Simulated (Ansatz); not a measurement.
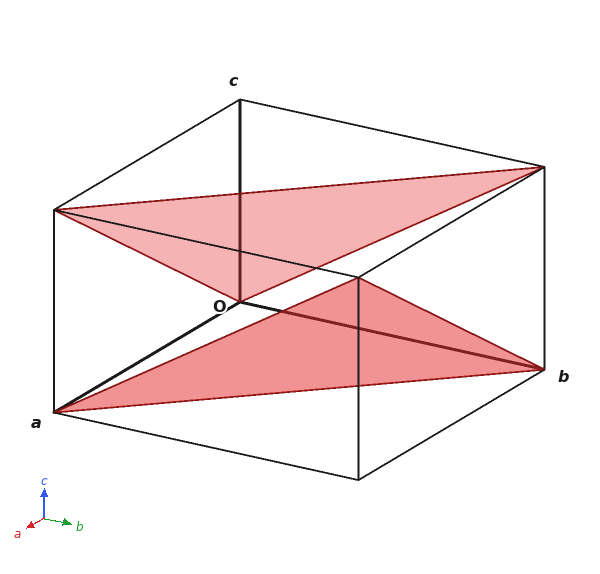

Every member of one family of equally spaced planes, hx + ky + lz = a whole number, that cuts the unit cell is shaded (one member passes through the origin O). Crystal: Cs, the end point of a relaxation with DFT PBEsol, scalar-relativistic, plane waves, PAW (Ansatz). The drawing is computed from the coordinates (standard cell, symmetry found to 0.002 Å).

a = 11.272 Å, b = 11.272 Å, c = 6.865 Å, α = 90.00°, β = 90.00°, γ = 90.00°.

Q: What are the Miller indices?

A: (1 1 −1); the opposite sign names the same planes. The member next to the origin meets the axes a at 1, b at 1, c at −1.

Q: What is the spacing?

A: d = 5.202 Å.
